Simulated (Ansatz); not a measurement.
**Two runs on PtS₂**

System: PtS₂ (3 atoms in the cell).
Method of the first run: DFT, PBEsol, plane waves, PAW, no spin polarisation (Ansatz 0.2.0).

The structure derives from an entry of the Crystallography Open Database. Text and figures count atoms from 1; the logs count them from 0 in places.

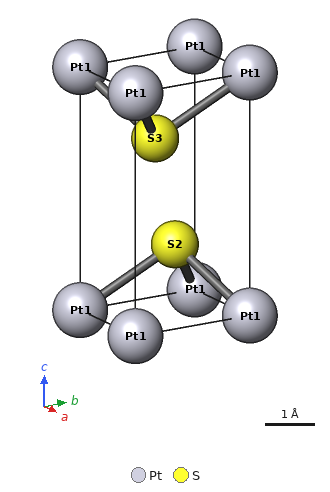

The starting structure (ball-and-stick view of the cell of the calculation, seen slightly off an axis; atoms are numbered from 1 in the order of the input). Near neighbours in the crystal (not all of them lie inside the picture): Pt has 6 S at 2.40 Å; S has 3 Pt at 2.40 Å.

**Input, the first run**
```yaml
crystal:
  lattice:
    - [3.5431995404, 0.0, 0.0]
    - [-1.7715997703, 3.0685008127, 0.0]
    - [0.0, 0.0, 5.0388000919]
  atoms:
    - { symbol: Pt, position: [0.0, 0.0, 0.0] }
    - { symbol: S, position: [0.3333333333, 0.6666666667, 0.25] }
    - { symbol: S, position: [0.6666666667, 0.3333333333, 0.75] }
basis:
  ecutwfc: 420
  ecutrho_ratio: 9
  precision: f64
kpoints:
  mp_grid: { grid: [12, 12, 8] }
hamiltonian:
  xc: pbesol
scf:
  occupations: { method: gaussian, width: 0.02 }
  eigensolver: { kind: davidson }
output:
  forces: true
  eigenvalues: true
  stress: true
relax:
  adjacent_minimum: "off"
  f_tol: 0.005
  max_steps: 80
  cell: { stress_tol: 0.05 }
```

Launched with:
```bash
ansatz run input.yaml --threads 2 --pin off --max-ram 4096MiB --backend cpu --events-out ev --progress --plain --runs-dir out
```

Hardware: 2 threads of Intel Xeon @ 2.90GHz (Ice Lake), 16 GiB of memory available, shared host.

**Output, shortened to warnings, some set-up lines, iterations and results (the first run)**
```
Basis set: ecut = 420 eV, 1043 PW (Γ), exchange–correlation on 72×72×108 points (8 copies of the dense FFT grid, shifted against one another)
Symmetry: 12 space group operations
k-points: 131 of 1152
Initial density: superposition of atomic densities (neutral atoms: chi_scale 0, normalization atom), corrected by the library's trained network
[...]
SCF iter   1: F=—  HF=-14154.850822 eV  |F-HF|=—  |Δ(HF+E_count)|=         —  Δρ=4.06e-3  dr2=1.10e-2  ethr=1.77e-3  ⟨swp⟩=9.8  Hψ=11046  notcnv=0
SCF iter   2: F=—  HF=-14154.849750 eV  |F-HF|=—  |Δ(HF+E_count)|=   1.07e-3  Δρ=2.17e-3  dr2=2.25e-3  ethr=3.66e-5  ⟨swp⟩=4.3  Hψ=6250  notcnv=0  defer=83
SCF iter   3: F=—  HF=-14154.849492 eV  |F-HF|=—  |Δ(HF+E_count)|=   2.58e-4  Δρ=7.30e-4  dr2=3.92e-4  ethr=7.51e-6  ⟨swp⟩=3.2  Hψ=6163  notcnv=0  defer=12
SCF iter   4: F=—  HF=-14154.849469 eV  |F-HF|=—  |Δ(HF+E_count)|=   2.28e-5  Δρ=2.26e-4  dr2=2.12e-5  ethr=6.82e-8  ⟨swp⟩=3.0  Hψ=9692  notcnv=0  defer=3
SCF iter   5: F=—  HF=-14154.849479 eV  |F-HF|=—  |Δ(HF+E_count)|=   9.13e-6  Δρ=4.01e-5  dr2=7.59e-7  ethr=6.82e-8  ⟨swp⟩=3.0  Hψ=4954  notcnv=0  defer=3
[... 54 lines ...]
SCF iter   4: F=—  HF=-14154.882935 eV  |F-HF|=—  |Δ(HF+E_count)|=   8.36e-9  Δρ=1.04e-6  dr2=1.81e-10  ethr=6.52e-12  ⟨swp⟩=2.9  Hψ=4615  notcnv=0
SCF iter   5: F=-14154.882935 eV  HF=-14154.882935 eV  |F-HF|=3.64e-12  |Δ(HF+E_count)|=  1.60e-10  Δρ=1.02e-7  dr2=6.37e-12  ethr=1.00e-12  ⟨swp⟩=3.0  Hψ=5121  notcnv=0
SCF iter   6: F=-14154.882935 eV  HF=-14154.882935 eV  |F-HF|=3.64e-12  |Δ(HF+E_count)|=  3.64e-12  Δρ=2.71e-8  dr2=2.02e-13  ethr=1.00e-12  ⟨swp⟩=2.0  Hψ=4454  notcnv=0
SCF 8 converged in 6 iterations: F = -14154.882935 eV  dr2 = 2.02e-13
relax step   8: F+E_penalty+E_count = -14154.88293479 eV  Δ(F+E_penalty+E_count) = +3.288e-4 eV  max|allowed force component| = 2.963e-3 eV/Å  Δτ_max = 0.0000 Å  P = +0.030 …
basis re-selected at this cell: Δ(F+E_penalty+E_count) = +3.288e-4 eV, ΔP = +0.002 GPa vs the last step (what re-selecting the basis moved, of the pressure what is left beyond the Pulay correction that the steps carried, after the strain that the cell walked since its last selection, with what the …
SCF converged after 6 iterations
Free energy (F): -14154.882935 eV
Harris-Foulkes:  -14154.882935 eV  (|F-HF|=3.64e-12)
Internal energy: -14154.882935 eV  (E = F + TS)
E sigma→0 (E₀):  -14154.882935 eV
Fermi energy:    12.073644 eV
--- Per-component energies (eV) ---
  E_band       = -299.970979
  E_kinetic    = 850.628323
  E_local      = -2870.821291  (includes V_loc(G=0)·N_el)
  E_nonlocal   = 258.855242
  E_hartree    = 1119.689716
  E_xc         = -452.833384
  E_vxc        = -477.545097  (∫ρ·V_xc dr)
  E_paw        = -10484.049184  (= ΣΔE_a)
  E_vpaw       = -300.467606  (= ΣTr[D̂ρ^β])
  E_aug_tail   = 0.000015  (compensation charges beyond the density's cutoff)
  E_ewald      = -2576.763252
  E_core_change = 0.410880  (= ΣΔE_core)
  E_smearing   = -0.000000  (= −TS)
  E_closure    = 0.000000  (closes the sum)
  Σ components = -14154.882935   (vs F -14154.882935, Δ=0.00e0)
--- Forces (eV/Å), atoms counted from 1 ---
  atom   1  Pt    -0.00000000     0.00000000     0.00000000
  atom   2  S     -0.00000000    -0.00000000     0.00296300
  atom   3  S      0.00000000     0.00000000    -0.00296300
  max |Σ_I F_I| component: 4.63e-18 eV/Å
--- Stress (GPa, compression-positive) ---
        0.036377      -0.000000      -0.000000
       -0.000000       0.036377       0.000000
       -0.000000       0.000000       0.016017
  P = ⅓ Tr σ = 0.0296 GPa (0.296 kbar)
--- Relaxed structure (7 steps of the walk, 7 accepted, 1 SCFs on fresh bases) ---
  F+E_penalty+E_count = -14154.88293479 eV   max|allowed force component| = 2.963e-3 eV/Å   (the final SCF, on the basis selected at the relaxed cell)
  cell:  # Å, volume = 52.6683 Å³
    - [3.57132933337349, 5.819341820230386e-11, 5.195702230636693e-18]
    - [-1.785664666737142, 3.09286192795289, 9.77055075666755e-29]
[...]
```

The input of the second run differs as follows (lines with − go, lines with + come):
```diff
-  ecutrho_ratio: 9
-  precision: f64
-  eigensolver: { kind: davidson }
+  write_density: true
+  write_potential: true
+  elf: true
+  volumetric_format: npy
```

Predict how the results change.

The energy doesn't change within 0.01 meV per atom. The SCF takes 51 iterations over all geometry steps against 48.

**Output, shortened to warnings, some set-up lines, iterations and results (the second run)**
```
Basis set: ecut = 420 eV, 1043 PW (Γ), exchange–correlation on 48×48×72 points (8 copies of the dense FFT grid, shifted against one another)
Symmetry: 12 space group operations
k-points: 131 of 1152
Initial density: superposition of atomic densities (neutral atoms: chi_scale 0, normalization atom), corrected by the library's trained network
[...]
SCF iter   1: F=—  HF=-14154.850888 eV  |F-HF|=—  |Δ(HF+E_count)|=         —  Δρ=3.96e-3  dr2=1.05e-2  ethr=1.77e-3  ⟨swp⟩=5.9  Hψ=12754  notcnv=0
SCF iter   2: F=—  HF=-14154.849754 eV  |F-HF|=—  |Δ(HF+E_count)|=   1.13e-3  Δρ=2.14e-3  dr2=2.24e-3  ethr=3.51e-5  ⟨swp⟩=2.4  Hψ=4906  notcnv=0
SCF iter   3: F=—  HF=-14154.849482 eV  |F-HF|=—  |Δ(HF+E_count)|=   2.73e-4  Δρ=7.65e-4  dr2=4.58e-4  ethr=7.48e-6  ⟨swp⟩=2.1  Hψ=4207  notcnv=0
SCF iter   4: F=—  HF=-14154.849438 eV  |F-HF|=—  |Δ(HF+E_count)|=   4.35e-5  Δρ=2.15e-4  dr2=2.05e-5  ethr=1.53e-6  ⟨swp⟩=2.6  Hψ=3666  notcnv=0
SCF iter   5: F=—  HF=-14154.849480 eV  |F-HF|=—  |Δ(HF+E_count)|=   4.18e-5  Δρ=5.10e-5  dr2=1.57e-6  ethr=6.84e-8  ⟨swp⟩=2.0  Hψ=3634  notcnv=0
[... 57 lines ...]
SCF iter   6: F=-14154.882937 eV  HF=-14154.882937 eV  |F-HF|=7.28e-12  |Δ(HF+E_count)|=  1.82e-12  Δρ=1.15e-8  dr2=1.13e-13  ethr=1.00e-12  ⟨swp⟩=1.0  Hψ=2489  notcnv=0
SCF iter   7: F=-14154.882937 eV  HF=-14154.882937 eV  |F-HF|=0.00e0  |Δ(HF+E_count)|=    0.00e0  Δρ=3.12e-9  dr2=4.78e-15  ethr=1.00e-12  ⟨swp⟩=1.0  Hψ=2489  notcnv=0
SCF iter   8: F=-14154.882937 eV  HF=-14154.882937 eV  |F-HF|=1.82e-12  |Δ(HF+E_count)|=  1.82e-12  Δρ=7.35e-10  dr2=4.06e-16  ethr=1.00e-12  ⟨swp⟩=2.0  Hψ=7077  notcnv=0
SCF 8 converged in 8 iterations: F = -14154.882937 eV  dr2 = 4.06e-16
relax step   8: F+E_penalty+E_count = -14154.88293650 eV  Δ(F+E_penalty+E_count) = +3.285e-4 eV  max|allowed force component| = 2.986e-3 eV/Å  Δτ_max = 0.0000 Å  P = +0.030 …
basis re-selected at this cell: Δ(F+E_penalty+E_count) = +3.285e-4 eV, ΔP = +0.002 GPa vs the last step (what re-selecting the basis moved, of the pressure what is left beyond the Pulay correction that the steps carried, after the strain that the cell walked since its last selection, with what the …
SCF converged after 8 iterations
Free energy (F): -14154.882937 eV
Harris-Foulkes:  -14154.882937 eV  (|F-HF|=1.82e-12)
Internal energy: -14154.882937 eV  (E = F + TS)
E sigma→0 (E₀):  -14154.882937 eV
Fermi energy:    12.073566 eV
--- Per-component energies (eV) ---
  E_band       = -299.973004
  E_kinetic    = 850.628401
  E_local      = -2870.839728  (includes V_loc(G=0)·N_el)
  E_nonlocal   = 258.855239
  E_hartree    = 1119.697823
  E_xc         = -452.833395
  E_vxc        = -477.545126  (∫ρ·V_xc dr)
  E_paw        = -10484.049192  (= ΣΔE_a)
  E_vpaw       = -300.467612  (= ΣTr[D̂ρ^β])
  E_aug_tail   = 0.000176  (compensation charges beyond the density's cutoff)
  E_ewald      = -2576.753140
  E_core_change = 0.410880  (= ΣΔE_core)
  E_smearing   = -0.000000  (= −TS)
  E_closure    = -0.000000  (closes the sum)
  Σ components = -14154.882937   (vs F -14154.882937, Δ=0.00e0)
--- Forces (eV/Å), atoms counted from 1 ---
  atom   1  Pt    -0.00000000     0.00000000     0.00000000
  atom   2  S     -0.00000000    -0.00000000     0.00298606
  atom   3  S      0.00000000     0.00000000    -0.00298606
  max |Σ_I F_I| component: 2.31e-18 eV/Å
--- Stress (GPa, compression-positive) ---
        0.036578      -0.000000      -0.000000
       -0.000000       0.036578      -0.000000
       -0.000000      -0.000000       0.016113
  P = ⅓ Tr σ = 0.0298 GPa (0.298 kbar)
--- Relaxed structure (7 steps of the walk, 7 accepted, 1 SCFs on fresh bases) ---
  F+E_penalty+E_count = -14154.88293650 eV   max|allowed force component| = 2.986e-3 eV/Å   (the final SCF, on the basis selected at the relaxed cell)
  cell:  # Å, volume = 52.6685 Å³
    - [3.5713268724150375, 5.819337755722237e-11, 5.195229747523814e-18]
    - [-1.7856634362579158, 3.0928597967003526, 9.777676697461782e-29]
[...]
```

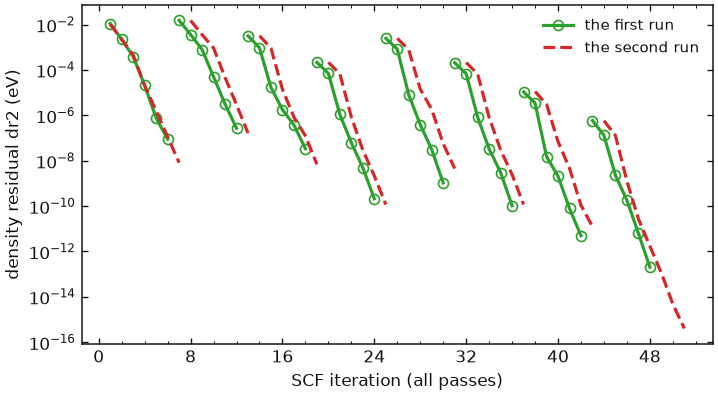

Convergence of the two runs: density residual dr2 against the SCF iteration. A break in a curve parts two SCF passes. The first run takes 48 iterations in all, and the second run takes 51.

**The two runs side by side**

| quantity | the first run | the second run |
| --- | --- | --- |
| outcome | converged | converged |
| free energy per atom (eV) | −4718.2943 | −4718.2943 |
| gap on the mesh (eV) | 0.24 | 0.24 |
| pressure (GPa) | 0.03 | 0.03 |
| largest force (eV/Å) | 0.003 | 0.003 |
| SCF iterations | 48 | 51 |
| irreducible k-points | 131 | 131 |
| wall time (shared host) | 26 s | 23 s |

For both runs: Spin–orbit coupling is left out, which matters for Pt.
